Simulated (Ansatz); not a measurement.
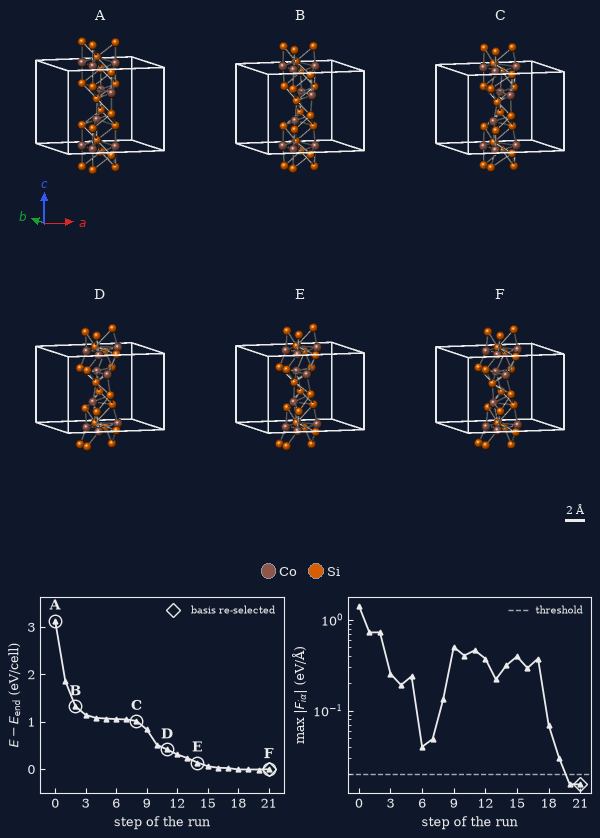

Frames of a relaxation of a wire of composition CoSi2, marked on the history of the run. Style: ball-and-stick. Shown: the cell of the calculation, with the vacuum cut short, slightly off an axis.

Case: wire along [1 1 1], 18 atoms a period.

Method: DFT PBE, scalar-relativistic, plane waves, PAW (Ansatz). (plane-wave cutoff 420 eV; k-point mesh 1 × 1 × 6; occupations gaussian; smearing width 0.05 eV; no spin polarisation; cell relaxed at fixed a, b, alpha, beta, gamma; force threshold 0.02 eV/Å; at most 45 steps)

Question: Describe the path.

Answer: The largest moves relative to the centre of the atoms, 0.90 Å, are those of Si atoms. By element the largest moves are Si 0.90 Å, Co 0.66 Å. Along the periodic axis the drawn cell goes c 9.284 → 8.423 Å (−9.3 %). Some distances before and after: Si–Si 3.790 → 2.513 Å, Si–Si 2.680 → 3.657 Å, Si–Si 3.790 → 2.917 Å, Si–Si 3.790 → 3.063 Å. Bond angles that change, for instance: Si–Co–Si 180.0° → 136.0°, Si–Co–Si 70.5° → 113.8°, Co–Si–Co 109.5° → 69.4°. Over 20 accepted moves (21 points after the start) the energy falls by 3.137 eV per cell of the calculation. The largest force component goes from 1.4 to 0.015 eV/Å. The SCF was repeated once at an unchanged geometry on a basis and grid sized afresh for the cell, which shifted the energy by 5.9 meV per cell of the calculation at most. Cost: 8.1 min on 4 threads of Intel(R) Xeon(R) Platinum 8259CL CPU @ 2.50GHz (Skylake/Cascade Lake), on a shared host, peak memory 2.6 GiB. From step 0 to 2: Si atoms move most (0.39 Å), energy −1.811 eV per cell of the calculation. From step 2 to 8: Si atoms move most (0.30 Å), energy −0.308 eV per cell of the calculation. From step 8 to 11: Si atoms move most (0.51 Å), energy −0.602 eV per cell of the calculation. From step 11 to 14: Si atoms move most (0.25 Å), energy −0.275 eV per cell of the calculation. From step 14 to 21: a Si atom moves most (0.23 Å), energy −0.141 eV per cell of the calculation.

```
step  E − E(0), meV/atom  largest force component, eV/Å                      note
   0                0.00                         1.4340                          
   1              -70.88                         0.7269                          
   2             -100.60                         0.7287                          
   3             -110.54                         0.2546                          
   4             -114.09                         0.1912                          
   5             -114.86                         0.2388                          
   6             -115.53                         0.0399                          
   7             -115.85                         0.0485                          
   8             -117.70                         0.1327                          
   9             -127.54                         0.5027                          
  10             -145.50                         0.4042                          
  11             -151.13                         0.4622                          
  12             -156.92                         0.3740                          
  13             -161.22                         0.2203                          
  14             -166.44                         0.3159                          
  15             -170.74                         0.3948                          
  16             -172.55                         0.2942                          
  17             -172.94                         0.3750                          
  18             -174.55                         0.0698                          
  19             -174.60                         0.0300                          
  20             -174.61                         0.0154                          
  21             -174.29                         0.0153  same geometry, new basis
```

Limits of the set-up: an element that often carries a moment was run without spin polarisation.
